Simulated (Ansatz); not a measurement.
A series of calculations on As

Part 1: A change

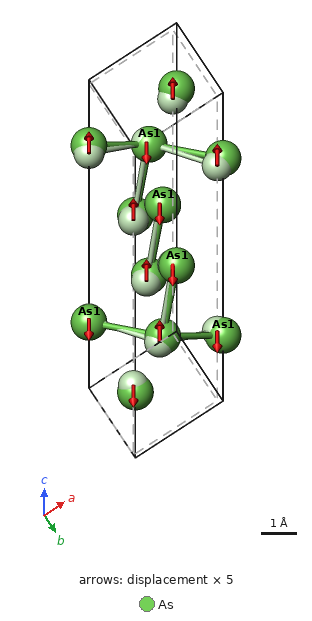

A symmetric starting cell of As, drawn pale, and a changed version of it, drawn solid. The red arrows show how the atoms are displaced (without the part that the change of the cell carries along), magnified 5 times. Besides, the cell is strained by +1.5 % along c and +4.5 % across it (volume +10.7 %). The picture is a ball-and-stick view of the conventional cell (3 times the calculation's cell), seen from a free direction. Lengths and directions refer to the drawn axes.

The calculation used DFT PBE, scalar-relativistic, plane waves, PAW in Ansatz 0.2.0. Settings: plane-wave cutoff 420 eV; k-point mesh 15 × 15 × 15; occupations gaussian; smearing width 0.1 eV; no spin polarisation.

How are the atoms displaced, and what does the calculation give?

Answer. Atoms are displaced by 0.15 Å relative to the cell. No relaxation follows. The starting cell wasn't computed here and needn't be at equilibrium, so pressure and forces aren't due to the change alone. Among the bonded contacts that change: As–As 2.516 → 2.473 Å. The space group stays R-3m (No. 166). The pressure is 2.6 GPa (not all of it need come from the change, since the unchanged cell can be under pressure at this level too). The principal stresses (compression positive) are 3.8 GPa along c and 2.1 GPa across it. The largest forces, 1.9 eV/Å, act on 2 As atoms of the calculation's cell. The forces point straight back along the displacements (cosine −1.00).

Part 2: A change

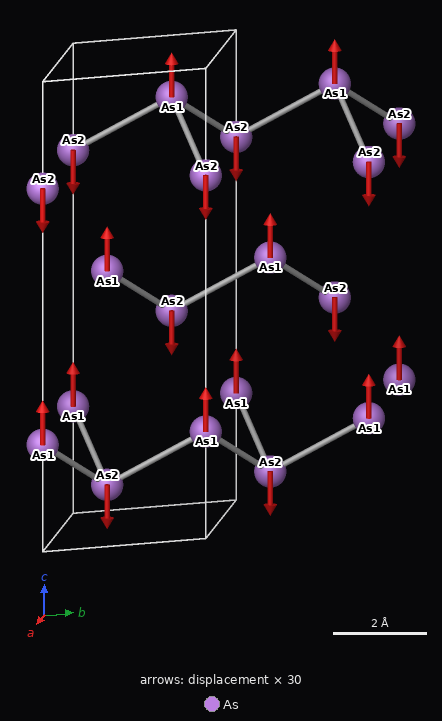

A symmetric starting cell of As. The red arrows show how the atoms are displaced (without the part that the change of the cell carries along), magnified 30 times. Besides, the cell is strained by +10.1 % along c and +1.1 % across it (volume +12.4 %). A ball-and-stick model of the conventional cell (3 times the calculation's cell), repeated 1 × 2 × 1 with one cell outlined, seen slightly off an axis. Lengths and directions refer to the drawn axes.

Method: DFT PBE, scalar-relativistic, plane waves, PAW (Ansatz 0.2.0). Settings: plane-wave cutoff 420 eV; k-point mesh 15 × 15 × 15; occupations gaussian; smearing width 0.1 eV; no spin polarisation.

Q: Describe the displacements and the computed response.

A: Atoms are displaced by 0.03 Å relative to the cell: As1 0.03 Å along +c. No relaxation follows. The starting cell wasn't computed here and needn't be at equilibrium, so pressure and forces aren't due to the change alone. The pressure is −4.6 GPa (not all of it need come from the change, since the unchanged cell can be under pressure at this level too). The principal stresses (compression positive) are −6.9 GPa along c and −3.4 GPa across it. The largest forces, 1.2 eV/Å, act on As1 and As2; on As1 it points along −c. The forces point straight back along the displacements (cosine −1.00). Near-neighbour distances before and after: As–As 2.516 → 2.639 Å. The space group stays R-3m (No. 166).

Part 3: Distortion

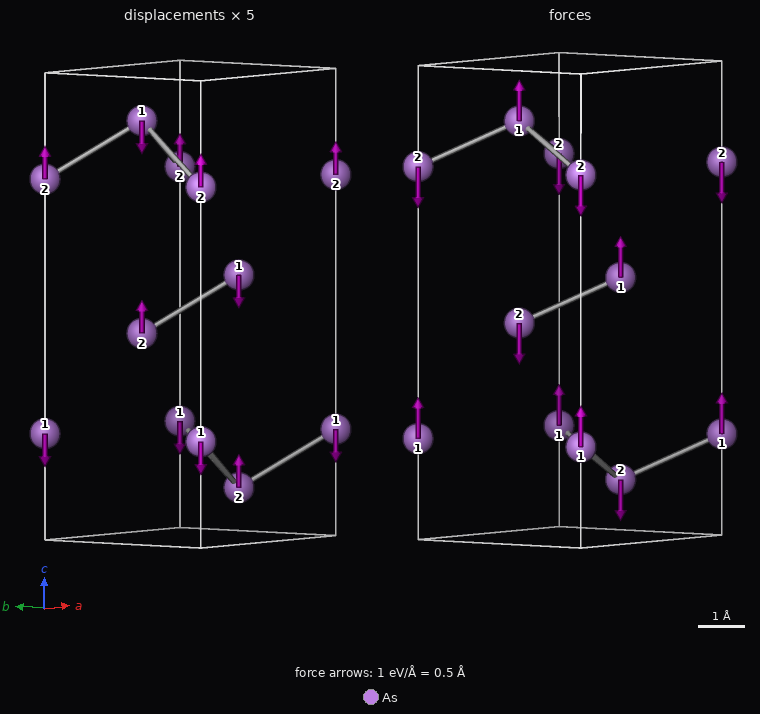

Left: a symmetric starting cell of As, with purple arrows for the displacements applied to it (without the part that the change of the cell carries along). Right: the displaced structure with the computed forces. Besides, the cell is strained by +1.5 % along c and +4.5 % across it (volume +10.7 %). The picture is a ball-and-stick view of the conventional cell (3 times the calculation's cell), seen from a free direction. Lengths and directions refer to the drawn axes.

Computed with DFT PBE, scalar-relativistic, plane waves, PAW (Ansatz 0.2.0). Set-up: plane-wave cutoff 420 eV; k-point mesh 15 × 15 × 15; occupations gaussian; smearing width 0.1 eV; no spin polarisation.

Describe the distortion and the response.

Atoms are displaced by 0.15 Å relative to the cell: As1 0.15 Å along −c. No relaxation follows. The starting cell wasn't computed here and needn't be at equilibrium, so pressure and forces aren't due to the change alone. The pressure is 2.6 GPa (not all of it need come from the change, since the unchanged cell can be under pressure at this level too). The principal stresses (compression positive) are 3.8 GPa along c and 2.1 GPa across it. The largest forces, 1.9 eV/Å, act on As1 and As2; on As1 it points along +c. The forces point straight back along the displacements (cosine −1.00). Some distances before and after: As–As 2.516 → 2.473 Å. The space group stays R-3m (No. 166).

Part 4: Distortion

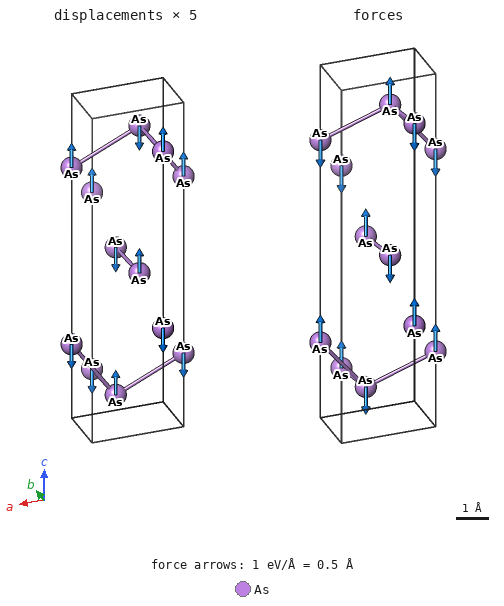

Left: a symmetric starting cell of As, with blue arrows for the displacements applied to it (without the part that the change of the cell carries along). Right: the displaced structure with the computed forces. Besides, the cell is strained by +8.9 % along c and +2.9 % across it (volume +15.2 %). A ball-and-stick model of the conventional cell (3 times the calculation's cell), seen from a free direction. Lengths and directions refer to the drawn axes.

Level of theory: Ansatz 0.2.0, DFT PBE, scalar-relativistic, plane waves, PAW. Set-up: plane-wave cutoff 420 eV; k-point mesh 15 × 15 × 15; occupations gaussian; smearing width 0.1 eV; no spin polarisation.

**How do the forces relate to the distortion?**

Atoms are displaced by 0.16 Å relative to the cell. No relaxation follows. The starting cell wasn't computed here and needn't be at equilibrium, so pressure and forces aren't due to the change alone. The pressure is 2.4 GPa (not all of it need come from the change, since the unchanged cell can be under pressure at this level too). The principal stresses (compression positive) are 3.4 GPa along c and 1.9 GPa across it. The largest forces, 1.8 eV/Å, act on 2 As atoms of the calculation's cell. The forces point straight back along the displacements (cosine −1.00). Some distances before and after: As–As 2.516 → 2.471 Å. The space group stays R-3m (No. 166).
